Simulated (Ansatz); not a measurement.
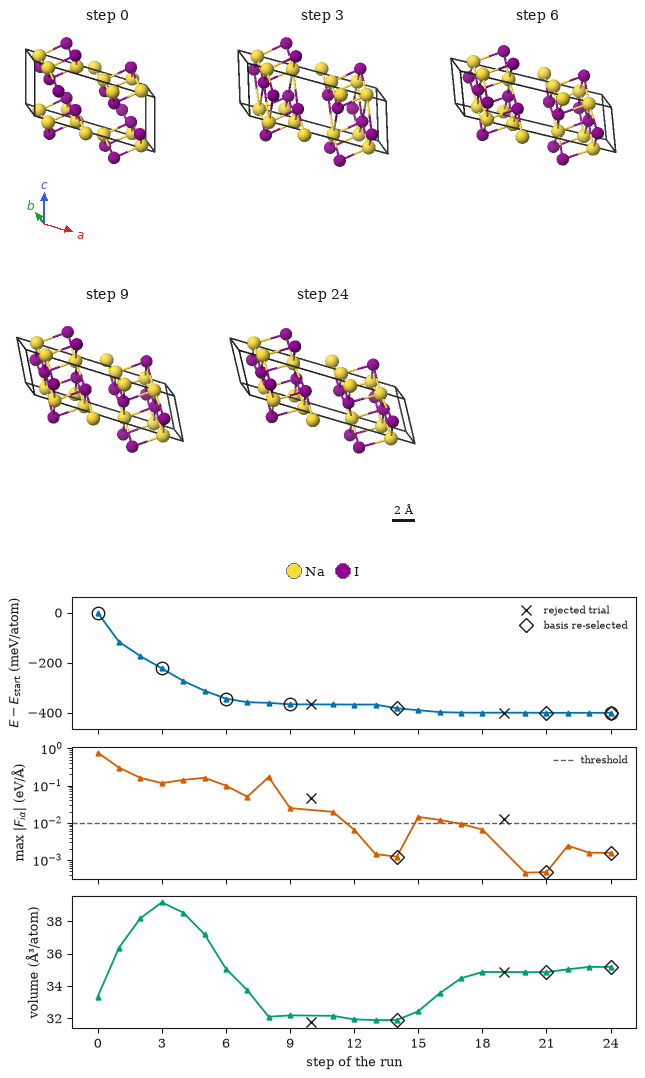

Frames of a relaxation of solid NaI (built on the InSe-12 type type), marked on the history of the run. A ball-and-stick model of the conventional cell (2 times the calculation's cell), seen slightly off an axis. Lengths and directions refer to the drawn axes.

Theory: DFT, PBEsol, plane waves, PAW (Ansatz). Settings: plane-wave cutoff 420 eV; k-point mesh 6 × 6 × 4; occupations fermi dirac; smearing width 0.03 eV; no spin polarisation; cell and atoms relaxed; force threshold 0.01 eV/Å; at most 120 steps.

Q: Describe the path.

A: The largest moves relative to the cell, 0.62 Å, are those of I atoms. Largest moves by element: I 0.62 Å, Na 0.52 Å. The drawn cell changes as follows: a 12.270 → 16.849 Å (+37.3 %), b 4.327 → 4.367 Å (+0.9 %), c 5.342 → 4.535 Å (−15.1 %), β 109.9° → 122.5°; the volume changes by +5.5 %. Some distances before and after: Na–Na 2.951 → 4.769 Å, I–Na 4.254 → 3.158 Å, I–Na 2.823 → 3.158 Å. New bonds form, among them: I–Na (4.25 → 3.16 Å). Among the angles between lasting bonds that change: I–Na–I 100.0° → 87.5°, Na–I–Na 100.0° → 87.5°. The space group stays C2/m (No. 12). After 19 accepted moves (24 points after the start) the energy has fallen by 400 meV per atom. Largest force component: 0.77 eV/Å at the start, 0.0015 eV/Å at the end. Pressure: 4.35 GPa at the start and 0.01 GPa at the end. The line search rejected the trial steps at points 10, 19 of the run. At 3 points the geometry stayed and the basis and grid were re-selected for the new cell (energy shift of 15.0 meV per atom at most each time). The run took 58 s on 2 threads of Intel(R) Xeon(R) 6975P-C (Granite Rapids), with other jobs on the host, peak memory 0.6 GiB. From step 0 to 3: Na atoms move most (0.35 Å), volume +17.5 %, energy −222 meV per atom. From step 3 to 6: I atoms move most (0.28 Å), volume −10.5 %, energy −121 meV per atom. From step 6 to 9: Na and I atoms move most (0.19 Å), volume −8.2 %, energy −22.7 meV per atom. From step 9 to 24: Na atoms move most (0.17 Å), volume +9.3 %, energy −34.1 meV per atom.
